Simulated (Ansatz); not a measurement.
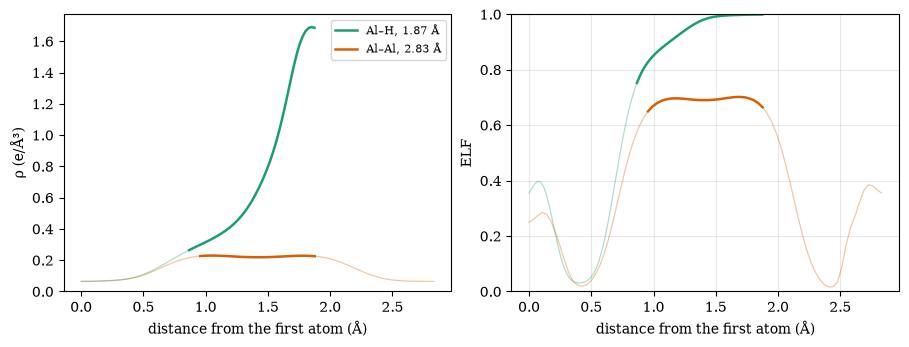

*Al₁₂H (slab). Valence pseudo-density and ELF along straight lines between neighbouring atoms. Thin, pale parts lie inside the atomic spheres.*

Not relaxed (largest force 0.4 eV/Å); the program warned that a starting moment wasn't kept; spin-polarised, but the moments vanished.

Computed with DFT PBE, scalar-relativistic, plane waves, PAW (Ansatz 0.2.0).

In a PAW calculation such maps are meaningful between the atoms, not at the nuclei.

Question: Compare the contacts.

Answer: Al–H (1.87 Å): the density is about 0.29 e/Å³ at the midpoint; the ELF climbs to about 1 towards the hydrogen.
Al–Al (2.83 Å): ρ is about 0.22 e/Å³ halfway; the ELF peaks at about 0.70 between the atoms.
